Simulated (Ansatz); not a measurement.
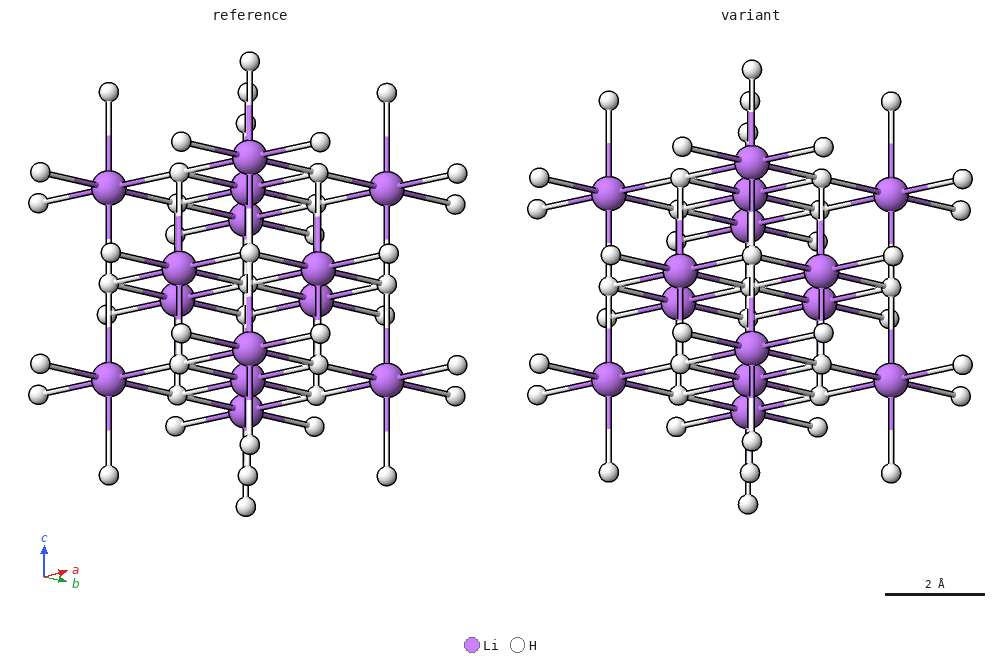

Left: a crystal of LiH (a generated structure, set up in Fm-3m). Right: the same structure after one change, at the same scale. Style: ball-and-stick. Shown: the conventional cell (4 times the calculation's cell), from a free direction. Lengths and directions refer to the drawn axes.

Computed with Ansatz, DFT, PBE, PAW with Ansatz's default frozen-core files, scalar-relativistic. (plane-wave cutoff 420 eV; k-point mesh 14 × 14 × 14; occupations fermi dirac; smearing width 0.08 eV; no spin polarisation)

What was changed?

The cell is strained by −3.0 % along c and +1.5 % across it (volume 0.0 %), the atoms keeping their fractional coordinates. No relaxation follows.

How do the computed properties respond?

Some distances before and after: H–Li 2.003 → 1.943 to 2.034 Å. The space group (tolerance 0.01 Å) goes from Fm-3m (No. 225) to I4/mmm (No. 139). The energy rises by 2.5 meV per atom. Pressure: 0.0 GPa before, 0.1 GPa after. The principal stresses (compression positive) are 2.4 GPa along c and −1.0 GPa across it. All forces vanish by symmetry.
